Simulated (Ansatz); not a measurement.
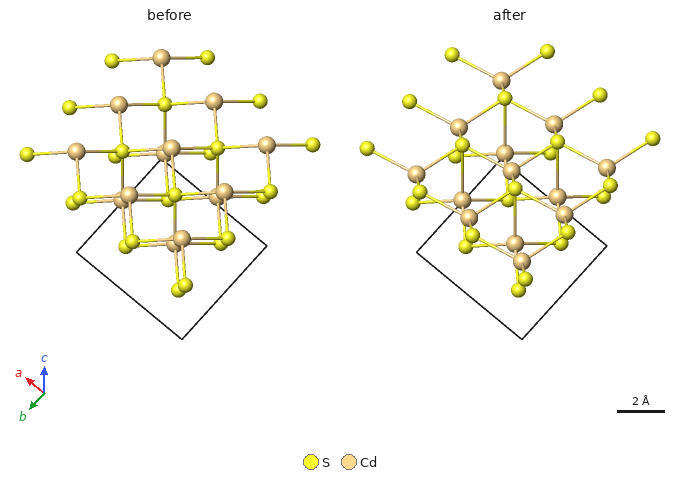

The structure of a slab of composition CdS (cut from the F-43m phase) before (left) and after (right) a constrained relaxation, at one scale.

A ball-and-stick model of the cell of the calculation, outlined in the plane, without the vacuum (origin shifted), seen from a free direction.

Case: clean slab, lower planes held. The slab is the (1 1 1) face of CdS. 8 atoms are held fixed.

Level of theory: DFT PBE+D3(BJ), scalar-relativistic, plane waves, PAW in Ansatz.

The input:
```yaml
crystal:
  lattice:
    - [8.2750818144, 0.0, 0.0]
    - [-4.1375409072, 7.1664310697, 0.0]
    - [0.0, 0.0, 20.2228600052]
  atoms:
    - { symbol: S, position: [0.5, 0.0, 0.3955919191] }
    - { symbol: S, position: [0.5, 0.5, 0.3955919191] }
    - { symbol: S, position: [0.0, 0.0, 0.3955919191] }
    - { symbol: S, position: [0.0, 0.5, 0.3955919191] }
    - { symbol: Cd, position: [0.1666666667, 0.8333333333, 0.4373551515] }
    - { symbol: Cd, position: [0.1666666667, 0.3333333333, 0.4373551515] }
    - { symbol: Cd, position: [0.6666666667, 0.8333333333, 0.4373551515] }
    - { symbol: Cd, position: [0.6666666667, 0.3333333333, 0.4373551515] }
    - { symbol: S, position: [0.6666666667, 0.8333333333, 0.5626448485] }
    - { symbol: S, position: [0.6666666667, 0.3333333333, 0.5626448485] }
    - { symbol: S, position: [0.1666666667, 0.8333333333, 0.5626448485] }
    - { symbol: S, position: [0.1666666667, 0.3333333333, 0.5626448485] }
    - { symbol: Cd, position: [0.3333333333, 0.6666666667, 0.6044080809] }
    - { symbol: Cd, position: [0.3333333333, 0.1666666667, 0.6044080809] }
    - { symbol: Cd, position: [0.8333333333, 0.6666666667, 0.6044080809] }
    - { symbol: Cd, position: [0.8333333333, 0.1666666667, 0.6044080809] }
basis:
  ecutwfc: 420
kpoints:
  mp_grid: { grid: [2, 2, 1] }
hamiltonian:
  xc: pbe
  dispersion: d3bj
scf:
  occupations: { method: gaussian, width: 0.05 }
output:
  forces: true
  eigenvalues: true
  write_density: true
  write_potential: true
  elf: true
  volumetric_format: npy
relax:
  adjacent_minimum: "off"
  f_tol: 0.03
  max_steps: 70
  constraints: [{ sites: [0, 1, 2, 3, 4, 5, 6, 7] }]
efield:
  axis: 3
  dipole_correction: true
  ramp_width: 0.04
```

Command:
```bash
ansatz run input.yaml --threads 4 --pin off --max-ram 10240MiB --backend cpu --events-out ev --progress --plain --runs-dir out
```

Summarise the run.

Answer. Over 8 accepted moves (9 points after the start) the energy falls by 1.869 eV per cell of the calculation. Largest force component: 1.3 eV/Å at the start, 0.016 eV/Å at the end. 1 step only repeated the SCF at the same geometry. The largest moves, 1.18 Å, are those of Cd13, Cd14, Cd15 and Cd16. Cd13 goes along the normal (−c). Largest moves by element: Cd 1.18 Å, S 0.32 Å. The lattice vectors keep their values. Among the contacts that change: Cd5–S11 2.534 → 2.851 Å, S10–Cd14 2.534 → 2.476 Å. Among the angles between lasting bonds that change: Cd8–S10–Cd14 109.5° → 74.8°, S9–Cd16–S10 109.5° → 113.4°, Cd14–S10–Cd15 109.5° → 113.4°. The run took 57 s on 4 threads of Arm Neoverse V1, on a shared host, peak memory 1.7 GiB.
